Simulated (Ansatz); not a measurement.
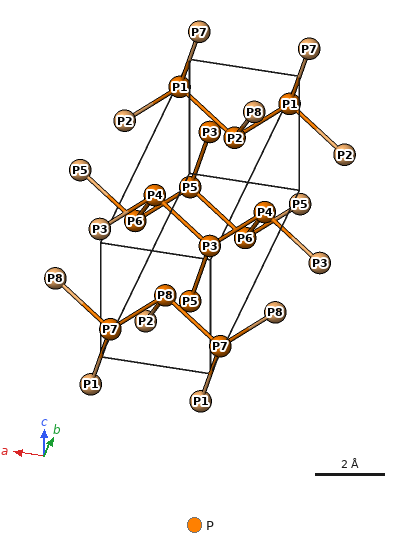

*The structure as given in the input (ball-and-stick view of the cell of the calculation, seen at an oblique angle; neighbours outside the cell are drawn fainter; atoms are numbered from 1 in the order of the input). An atom can appear more than once, as a periodic image.*

# P: geometry relaxation

- system: P (Cmce, 8 atoms in the cell)
- method: DFT PBEsol+D3(BJ), scalar-relativistic, plane waves, PAW, no spin polarisation (Ansatz 0.2.0)

The structure derives from an entry of the Crystallography Open Database. It belongs to a series of runs on one base structure; here: strain along c alone, the other axes held, atoms relaxed: +6.0 %. Figures and captions count atoms from 1; the log counts them from 0 in places.

Input:
```yaml
crystal:
  lattice:
    - [3.3491405139, 0.0, 0.0]
    - [0.0, 9.8955566793, 0.0]
    - [0.0, 0.0, 4.0595939981]
  atoms:
    - { symbol: P, position: [0.0, 0.8896761001, 0.9357578763] }
    - { symbol: P, position: [0.5, 0.8896761001, 0.5642421237] }
    - { symbol: P, position: [0.5, 0.6103238999, 0.0642421237] }
    - { symbol: P, position: [0.0, 0.6103238999, 0.4357578763] }
    - { symbol: P, position: [0.5, 0.3896761001, 0.9357578763] }
    - { symbol: P, position: [0.0, 0.3896761001, 0.5642421237] }
    - { symbol: P, position: [0.0, 0.1103238999, 0.0642421237] }
    - { symbol: P, position: [0.5, 0.1103238999, 0.4357578763] }
basis:
  ecutwfc: 420
kpoints:
  mp_grid: { grid: [10, 4, 10] }
hamiltonian:
  xc: pbesol
  dispersion: d3bj
scf:
  occupations: { method: gaussian, width: 0.1 }
output:
  forces: true
  stress: true
  eigenvalues: true
  write_density: true
  write_potential: true
  elf: true
  volumetric_format: npy
relax:
  adjacent_minimum: "off"
  f_tol: 0.008
  max_steps: 40
```

Run as:
```bash
ansatz run input.yaml --threads 1 --pin off --max-ram 2560MiB --backend cpu --events-out ev --progress --plain --runs-dir out
```

Output:
```
Warning: output.stress: scf.convergence.dr2_threshold = 6.4e-8 eV (the default of a walk held to its f_tol) is looser than the 8e-10 eV advised for a printed stress (1e-10 eV for each atom of the cell: 8). What an SCF threshold leaves in a stress goes as its square root, and in the free energy as the threshold itself, and one threshold admits the most on a small cell: of the crystals measured, under no hybrid functional and no lock of the moments, on runs that ended without the residual-converged pass, on stresses that held no estimate of that error, the worst erred by over 100 MPa in a component at 1e-7 eV an atom and by under 5 at 1e-10. Every solve of this run answers to scf.convergence.dr2_threshold, and the tensor of one is reported: a single SCF on the reported geometry and on this run's grids (its basis.xc_grid and basis.ecutrho_ratio typed), with scf.convergence.dr2_threshold at 8e-10 eV or tighter, prints it and tightens no other solve. Else set scf.convergence.dr2_threshold to 8e-10 eV or tighter. The threshold is an SCF's pass mark: one that does not reach it within its budget of iterations ends unconverged, or closes short of it on a stop that the run arms, and scf.convergence.dr2_threshold's page says what that costs each kind of run
Engine: ansatz 0.2.0, aarch64-unknown-linux-gnu
Pseudopotentials: kind: paw
Pseudopotential: P, paw, valence charge 5, recommended cutoff 420 eV (normal), P.paw.azcp
Functional definition: PBEsol
  exchange = pbesol_x
  correlation = pbesol_c
Crystal: 8 atoms, lattice volume = 134.541 Å³
Basis set: ecut = 420 eV, 2631 PW (Γ), exchange–correlation on 48×144×60 points (8 copies of the dense FFT grid, shifted against one another)
Bands: 28, of which v1, the nominal top of the filled ones, is band 20 counted from 1 (19 counted from 0)
Symmetry: 16 space group operations
Space group: Cmce (ITA 64), of the structure as read, at distance tolerance 5.1e-5 Å
k-points: 108 of 400
Non-local potential: P, projectors of the file, l = 0: 2, l = 1: 2, l = 2: 2
PAW form: soft (Blöchl's): semilocal exchange-correlation on the pseudo side does not see the compensation charge
PAW frozen core: P, regenerated for the run's functional, and the local potential with it (the file was generated under x = pbe(κ = 0.804, μ = 0.2195149727645171), c = pbe(β = 0.06672455060314922))
PAW one-centre angular grid: P, 110 points (default); XC on 64 Gauss nodes
Initial density: superposition of atomic densities (neutral atoms: chi_scale 0, normalization atom), corrected by the library's trained network
Initial wavefunctions: pseudopotential atomic-orbital guess
Functional: x = pbesol(κ = 0.804, μ = 0.12345679012345678), c = pbesol(β = 0.046)
SCF iter   1: F=—  HF=-5922.909956 eV  |F-HF|=—  |Δ(HF+E_count)|=         —  Δρ=3.95e-3  dr2=1.85e-2  ethr=1.77e-3  ⟨swp⟩=9.0  Hψ=19571  notcnv=0
preconditioner: auto → Kerker (q_TF=auto, 2.229 Å⁻¹)  [metal: Δε(μ)=0.010 eV  Ē_g=9.006 eV  σ=0.100 eV  W_gap=0.05  n_scr=22 (ndim 8)  ℏωp=20.2 eV  f_vac=0.000  D(μ)=0.89/eV (n_scr^D=2)]
SCF iter   2: F=—  HF=-5922.908092 eV  |F-HF|=—  |Δ(HF+E_count)|=   1.86e-3  Δρ=2.39e-3  dr2=7.46e-3  ethr=4.62e-5  ⟨swp⟩=2.0  Hψ=5168  notcnv=0  defer=3
SCF iter   3: F=—  HF=-5922.906735 eV  |F-HF|=—  |Δ(HF+E_count)|=   1.36e-3  Δρ=3.99e-4  dr2=2.29e-4  ethr=1.87e-5  ⟨swp⟩=2.1  Hψ=4342  notcnv=0  defer=3
SCF iter   4: F=—  HF=-5922.906681 eV  |F-HF|=—  |Δ(HF+E_count)|=   5.31e-5  Δρ=1.48e-4  dr2=2.81e-5  ethr=5.73e-7  ⟨swp⟩=2.8  Hψ=5018  notcnv=0  defer=3
iter 5 did not close the SCF: its close was put off for the readings that it lacked (scf_convergence_deferred on its scf_iter line)
SCF iter   5: F=-5922.906680 eV  HF=-5922.906680 eV  |F-HF|=3.98e-8  |Δ(HF+E_count)|=   1.07e-6  Δρ=1.44e-5  dr2=3.49e-7  ethr=7.03e-8  ⟨swp⟩=2.5  Hψ=4849  notcnv=0  defer=3
SCF iter   6: F=-5922.906680 eV  HF=-5922.906680 eV  |F-HF|=3.92e-8  |Δ(HF+E_count)|=   9.93e-8  Δρ=4.44e-6  dr2=6.13e-8  ethr=8.73e-10  ⟨swp⟩=14.3  Hψ=26538  notcnv=0
SCF 1 converged in 6 iterations: F = -5922.906680 eV  dr2 = 6.13e-8
  greatest PAW one-centre occupation: 0.810 electrons in one spin orbital (limit 2), on the P atom at site 7 (counted from 0), in its partial waves of l = 0
relax step   1: F+E_penalty+E_count = -5922.90668044 eV  Δ(F+E_penalty+E_count) = +0.000e0 eV  max|allowed force component| = 2.472e-1 eV/Å  Δτ_max = 0.0000 Å  (6 SCF iters, dr2 threshold 1.60e-6 eV, accepted)
Initial density: handed on by an earlier stage of this run
Initial wavefunctions: those handed on with the density
iter 1 solved again at ethr=1.52e-6 eV; its pass at ethr=3.10e-3 eV (dr2=6.09e-4 eV) is discarded
SCF iter   1: F=—  HF=-5922.919030 eV  |F-HF|=—  |Δ(HF+E_count)|=         —  Δρ=8.23e-4  dr2=6.18e-4  ethr=1.52e-6  ⟨swp⟩=3.1  Hψ=12194  notcnv=0  defer=289
preconditioner: auto → Kerker (q_TF=auto, 2.229 Å⁻¹)  [metal: Δε(μ)=0.027 eV  Ē_g=9.041 eV  σ=0.100 eV  W_gap=0.15  n_scr=22 (ndim 8)  ℏωp=20.2 eV  f_vac=0.000  D(μ)=0.73/eV (n_scr^D=2)]
SCF iter   2: F=—  HF=-5922.918871 eV  |F-HF|=—  |Δ(HF+E_count)|=   1.59e-4  Δρ=4.68e-4  dr2=2.08e-4  ethr=1.52e-6  ⟨swp⟩=1.2  Hψ=2779  notcnv=0  defer=289
SCF iter   3: F=-5922.918810 eV  HF=-5922.918810 eV  |F-HF|=1.04e-7  |Δ(HF+E_count)|=   6.11e-5  Δρ=3.61e-5  dr2=1.50e-6  ethr=9.55e-9  ⟨swp⟩=17.7  Hψ=30265  notcnv=0
SCF 2 converged in 3 iterations: F = -5922.918810 eV  dr2 = 1.50e-6
relax step   2: F+E_penalty+E_count = -5922.91881012 eV  Δ(F+E_penalty+E_count) = -1.213e-2 eV  max|allowed force component| = 1.120e-1 eV/Å  Δτ_max = 0.0084 Å  (3 SCF iters, dr2 threshold 3.82e-6 eV, accepted)
SCF iter   1: F=—  HF=-5922.921755 eV  |F-HF|=—  |Δ(HF+E_count)|=         —  Δρ=6.24e-4  dr2=3.57e-4  ethr=9.08e-6  ⟨swp⟩=3.5  Hψ=8739  notcnv=0  defer=290
preconditioner: auto → Kerker (q_TF=auto, 2.229 Å⁻¹)  [metal: Δε(μ)=0.012 eV  Ē_g=9.063 eV  σ=0.100 eV  W_gap=0.07  n_scr=22 (ndim 8)  ℏωp=20.2 eV  f_vac=0.000  D(μ)=0.69/eV (n_scr^D=2)]
SCF iter   2: F=—  HF=-5922.921660 eV  |F-HF|=—  |Δ(HF+E_count)|=   9.50e-5  Δρ=3.61e-4  dr2=1.25e-4  ethr=8.92e-7  ⟨swp⟩=1.4  Hψ=4157  notcnv=0  defer=290
SCF iter   3: F=-5922.921627 eV  HF=-5922.921626 eV  |F-HF|=5.64e-8  |Δ(HF+E_count)|=   3.34e-5  Δρ=2.83e-5  dr2=7.16e-7  ethr=1.96e-9  ⟨swp⟩=17.3  Hψ=30044  notcnv=0
SCF 3 converged in 3 iterations: F = -5922.921627 eV  dr2 = 7.16e-7
  greatest PAW one-centre occupation: 0.809 electrons in one spin orbital (limit 2), on the P atom at site 7 (counted from 0), in its partial waves of l = 0
relax step   3: F+E_penalty+E_count = -5922.92162655 eV  Δ(F+E_penalty+E_count) = -2.816e-3 eV  max|allowed force component| = 4.712e-3 eV/Å  Δτ_max = 0.0065 Å  (3 SCF iters, dr2 threshold 7.85e-7 eV, accepted)
iter 1 solved again at ethr=1.79e-9 eV; its pass at ethr=3.10e-3 eV (dr2=7.16e-7 eV) is discarded
SCF iter   1: F=—  HF=-5922.921652 eV  |F-HF|=—  |Δ(HF+E_count)|=         —  Δρ=2.83e-5  dr2=7.15e-7  ethr=1.79e-9  ⟨swp⟩=1.0  Hψ=8640  notcnv=0
preconditioner: auto → Kerker (q_TF=auto, 2.229 Å⁻¹)  [metal: Δε(μ)=0.010 eV  Ē_g=9.063 eV  σ=0.100 eV  W_gap=0.05  n_scr=22 (ndim 8)  ℏωp=20.2 eV  f_vac=0.000  D(μ)=0.70/eV (n_scr^D=2)]
SCF iter   2: F=—  HF=-5922.921627 eV  |F-HF|=—  |Δ(HF+E_count)|=   2.57e-5  Δρ=1.76e-5  dr2=3.09e-7  ethr=1.79e-9  ⟨swp⟩=1.0  Hψ=2728  notcnv=0
SCF iter   3: F=-5922.921627 eV  HF=-5922.921627 eV  |F-HF|=7.11e-10  |Δ(HF+E_count)|=   6.86e-8  Δρ=1.97e-6  dr2=6.70e-9  ethr=1.60e-10  ⟨swp⟩=8.0  Hψ=20526  notcnv=0
SCF 4 converged in 3 iterations: F = -5922.921627 eV  dr2 = 6.70e-9
relax step   4: F+E_penalty+E_count = -5922.92162660 eV  Δ(F+E_penalty+E_count) = -5.218e-8 eV  max|allowed force component| = 4.691e-3 eV/Å  Δτ_max = 0.0000 Å  (3 SCF iters, accepted)
```

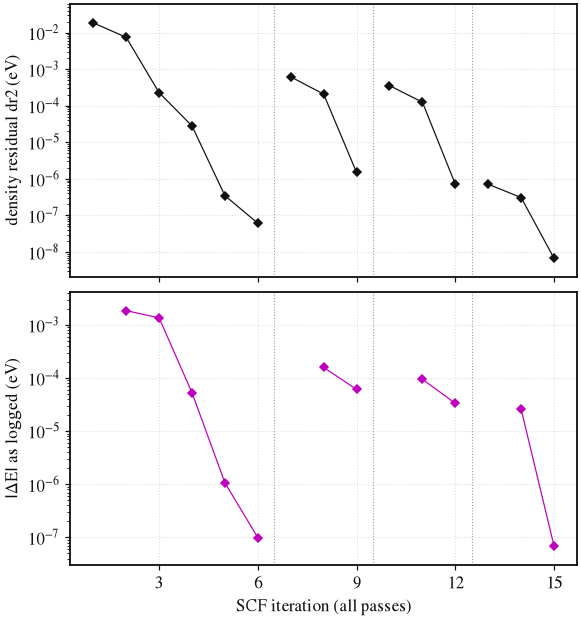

*Convergence of the self-consistent field: density residual dr2 and size of the energy change against the SCF iteration. The dotted lines part the SCF passes of the relaxation: geometry steps, rejected trials and re-solves on a re-selected basis.*

The passes take 6, 3, 3 and 3 iterations.

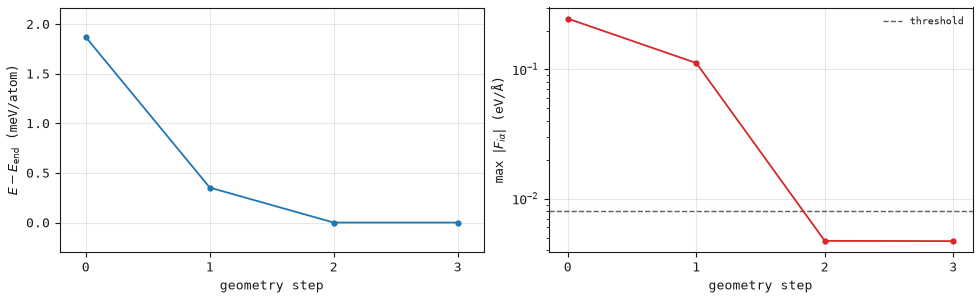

*Progress of the relaxation, step by step (the first geometry is step 0 here and step 1 in the log).*

The largest moves, 0.015 Å, are those of 8 atoms (P1, P2, P3, P4 and others). The lattice vectors keep their values. Among the contacts that change: P1–P2 2.254 → 2.235 Å, P1–P7 2.245 → 2.240 Å. The space group stays Cmce (No. 64). Over 3 geometry steps the energy falls by 1.9 meV per atom. Largest force component: 0.25 eV/Å at the start, 0.0047 eV/Å at the end. (Atoms are counted from 1 in the order of the input.)

```
SCF converged after 3 iterations
Free energy (F): -5922.921627 eV
Harris-Foulkes:  -5922.921627 eV  (|F-HF|=7.11e-10)
Internal energy: -5922.918143 eV  (E = F + TS)
E sigma→0 (E₀):  -5922.919885 eV
Entropy (-TS):   -0.003483 eV (-0.435 meV/atom)
Fermi energy:    9.090850 eV
--- Per-component energies (eV) ---
  E_band       = 91.125260
  E_kinetic    = 564.620965
  E_local      = -384.382578  (includes V_loc(G=0)·N_el)
  E_nonlocal   = 272.558443
  E_hartree    = 93.601276
  E_xc         = -489.594389
  E_vxc        = -487.759478  (∫ρ·V_xc dr)
  E_paw        = -4432.865581  (= ΣΔE_a)
  E_vpaw       = -61.114386  (= ΣTr[D̂ρ^β])
  E_aug_tail   = 0.000024  (compensation charges beyond the density's cutoff)
  E_ewald      = -1544.540477
  E_disp       = -2.684594  (pairwise vdW)
  E_core_change = 0.368769  (= ΣΔE_core)
  E_smearing   = -0.003483  (= −TS)
  E_closure    = 0.000000  (closes the sum)
  Σ components = -5922.921627   (vs F -5922.921627, Δ=0.00e0)
--- Forces (eV/Å), atoms counted from 1 ---
  atom   1  P      0.00000000     0.00153834     0.00469147
  atom   2  P     -0.00000000     0.00153834    -0.00469147
  atom   3  P     -0.00000000    -0.00153834    -0.00469147
  atom   4  P      0.00000000    -0.00153834     0.00469147
  atom   5  P      0.00000000     0.00153834     0.00469147
  atom   6  P     -0.00000000     0.00153834    -0.00469147
  atom   7  P     -0.00000000    -0.00153834    -0.00469147
  atom   8  P      0.00000000    -0.00153834     0.00469147
  max |Σ_I F_I| component: 1.30e-17 eV/Å
--- Stress (GPa, compression-positive) ---
       -2.797677       0.000000      -0.000000
        0.000000      -0.346678       0.000000
       -0.000000       0.000000      -2.333462
  P = ⅓ Tr σ = -1.8259 GPa (-18.259 kbar)
--- Band table (eV; the first three rows and the last of 108) ---
  k-point 0: bands = ["-7.0811", "-6.5959", "-4.6265", "-3.3805", "0.0894", "0.3056", "1.4867", "3.3172", "3.4956", "3.8661", "3.9354", "4.4651", "4.8728", "5.1450", "6.2121", "6.3207", "6.9394", "7.3018", "7.6073", "8.6422", "9.2554", "9.9384", "10.2701", "10.3309", "10.7757", "11.4897", "12.2672", "12.6722"]
  k-point 1: bands = ["-7.0084", "-6.5277", "-4.5971", "-3.4447", "-0.1048", "-0.0564", "1.5402", "2.5592", "3.7487", "4.2237", "4.4341", "4.5272", "4.7228", "4.9286", "6.2298", "6.9134", "7.0275", "7.2437", "7.5802", "8.6256", "9.3045", "10.0260", "10.0891", "10.7659", "11.0082", "11.3160", "12.0443", "12.3188"]
  k-point 2: bands = ["-6.7921", "-6.3265", "-4.5369", "-3.6814", "-0.7365", "-0.4017", "1.4394", "1.6600", "3.4624", "4.6560", "4.7103", "4.9629", "5.0911", "5.4338", "6.2660", "6.5490", "6.8145", "8.0103", "8.3272", "8.5407", "9.3243", "10.3092", "10.4583", "10.6160", "10.8224", "11.6201", "11.6414", "11.8938"]
  k-point 107: bands = ["-3.3322", "-3.3322", "-3.3322", "-3.3322", "-1.2084", "-1.2084", "-1.2084", "-1.2084", "2.9553", "2.9553", "2.9553", "2.9553", "3.1690", "3.1690", "3.1690", "3.1690", "6.9665", "6.9665", "6.9665", "6.9665", "10.5878", "10.5878", "10.5878", "10.5878", "14.2054", "14.2054", "14.2054", "14.2054"]
--- Relaxed structure (4 steps of the walk, 4 accepted, 0 SCFs on fresh bases) ---
  F+E_penalty+E_count = -5922.92162660 eV   max|allowed force component| = 4.691e-3 eV/Å
  atoms:
    - { symbol: P, position: [-8.985187470085668e-35, 0.8902496789147398, 0.9323680754160032] }
    - { symbol: P, position: [0.49999999999999994, 0.8902496789147398, 0.5676319245839969] }
    - { symbol: P, position: [0.49999999999999994, 0.60975032108526, 0.0676319245839969] }
    - { symbol: P, position: [-1.761096744136791e-34, 0.60975032108526, 0.43236807541600314] }
    - { symbol: P, position: [0.49999999999999994, 0.39024967891473994, 0.9323680754160032] }
    - { symbol: P, position: [2.408030241982959e-34, 0.39024967891473994, 0.5676319245839969] }
    - { symbol: P, position: [1.2579262458119935e-34, 0.10975032108525998, 0.0676319245839969] }
    - { symbol: P, position: [0.49999999999999994, 0.10975032108525998, 0.43236807541600314] }
```

Trajectory as extended XYZ (Å, eV, eV/Å), 4 frames, from step=1 to step=4:
```
8
Lattice="3.3491 0.0000 0.0000 0.0000 9.8956 0.0000 0.0000 0.0000 4.0596" Properties=species:S:1:pos:R:3:forces:R:3 step=1 energy=-5922.90668
P     0.0000    8.8038    3.7988    0.0000   0.0603  -0.2472
P     1.6746    8.8038    2.2906    0.0000   0.0603   0.2472
P     1.6746    6.0395    0.2608    0.0000  -0.0603   0.2472
P     0.0000    6.0395    1.7690    0.0000  -0.0603  -0.2472
P     1.6746    3.8561    3.7988    0.0000   0.0603  -0.2472
P     0.0000    3.8561    2.2906    0.0000   0.0603   0.2472
P     0.0000    1.0917    0.2608    0.0000  -0.0603   0.2472
P     1.6746    1.0917    1.7690    0.0000  -0.0603  -0.2472
8
Lattice="3.3491 0.0000 0.0000 0.0000 9.8956 0.0000 0.0000 0.0000 4.0596" Properties=species:S:1:pos:R:3:forces:R:3 step=2 energy=-5922.91881
P     0.0000    8.8075    3.7912    0.0000   0.0189  -0.1120
P     1.6746    8.8075    2.2982    0.0000   0.0189   0.1120
P     1.6746    6.0359    0.2684    0.0000  -0.0189   0.1120
P     0.0000    6.0359    1.7614    0.0000  -0.0189  -0.1120
P     1.6746    3.8597    3.7912    0.0000   0.0189  -0.1120
P     0.0000    3.8597    2.2982    0.0000   0.0189   0.1120
P     0.0000    1.0881    0.2684    0.0000  -0.0189   0.1120
P     1.6746    1.0881    1.7614    0.0000  -0.0189  -0.1120
8
Lattice="3.3491 0.0000 0.0000 0.0000 9.8956 0.0000 0.0000 0.0000 4.0596" Properties=species:S:1:pos:R:3:forces:R:3 step=3 energy=-5922.92163
P     0.0000    8.8095    3.7850    0.0000   0.0016   0.0047
P     1.6746    8.8095    2.3044    0.0000   0.0016  -0.0047
P     1.6746    6.0338    0.2746    0.0000  -0.0016  -0.0047
P     0.0000    6.0338    1.7552    0.0000  -0.0016   0.0047
P     1.6746    3.8617    3.7850    0.0000   0.0016   0.0047
P     0.0000    3.8617    2.3044    0.0000   0.0016  -0.0047
P     0.0000    1.0860    0.2746    0.0000  -0.0016  -0.0047
P     1.6746    1.0860    1.7552    0.0000  -0.0016   0.0047
8
Lattice="3.3491 0.0000 0.0000 0.0000 9.8956 0.0000 0.0000 0.0000 4.0596" Properties=species:S:1:pos:R:3:forces:R:3 step=4 energy=-5922.92163
P     0.0000    8.8095    3.7850    0.0000   0.0015   0.0047
P     1.6746    8.8095    2.3044    0.0000   0.0015  -0.0047
P     1.6746    6.0338    0.2746    0.0000  -0.0015  -0.0047
P     0.0000    6.0338    1.7552    0.0000  -0.0015   0.0047
P     1.6746    3.8617    3.7850    0.0000   0.0015   0.0047
P     0.0000    3.8617    2.3044    0.0000   0.0015  -0.0047
P     0.0000    1.0860    0.2746    0.0000  -0.0015  -0.0047
P     1.6746    1.0860    1.7552    0.0000  -0.0015   0.0047
```

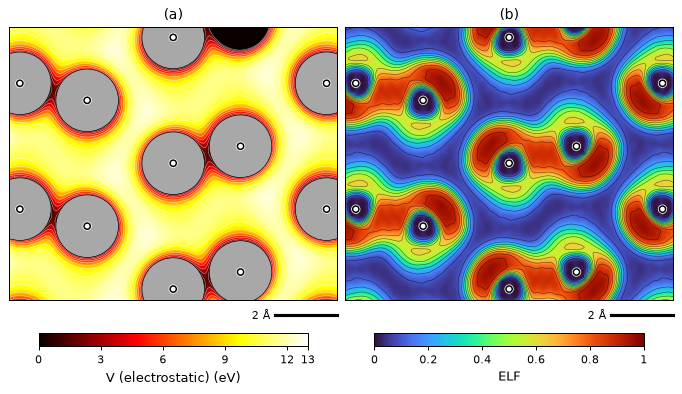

*(a) electrostatic potential energy of an electron; (b) ELF on the (100) plane of the conventional cell. Circles mark the nuclei in the plane (P). Grey discs, where drawn, cover atomic cores.*

P–P (2.24 Å): the ELF peaks at about 0.90 between the atoms (localised, shared-pair bonding). Outside the cores the potential energy rises away from the atoms and is highest about 1.9 Å from the nearest atoms; outside the discs it spans about 12 eV, and its zero is arbitrary. The fields are those of the smooth PAW valence density.

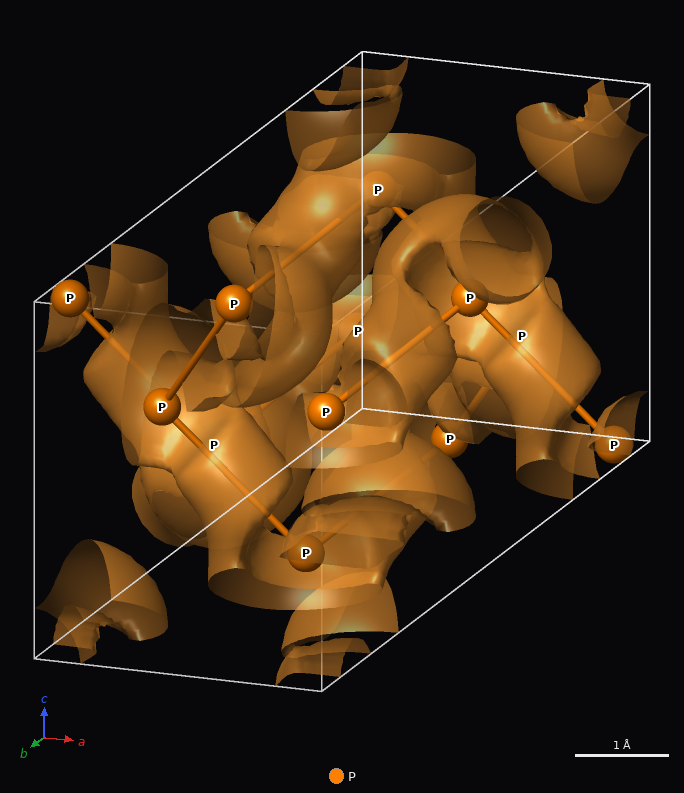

*Isosurface of the electron localisation function at 0.7 (orange), seen at an oblique angle. Core shells and regions of very low density are left out. Sticks mark near contacts. The outline is the cell set on symmetry axes.*

Along the contacts the grid gives the following.

Summary:

```csv
quantity,value
outcome,converged
space group (tolerance 0.01 Å),Cmce (64)
electrons treated,40
free energy,−5922.9216 eV
Fermi energy,9.091 eV
gap on the k-point mesh,none (metallic)
pressure,−1.83 GPa
final volume,134.54 Å³
largest force (length of the vector) at the end,0.005 eV/Å
final cell,"a = 3.349 Å, b = 9.896 Å, c = 4.060 Å, α = 90.00°, β = 90.00°, γ = 90.00°"
hardware,"1 thread of Arm Neoverse V2, 24 GiB of memory available, shared host"
wall time,92 s
peak memory,0.56 GiB
```

The program warns: the SCF threshold is looser than advised for the printed stress.
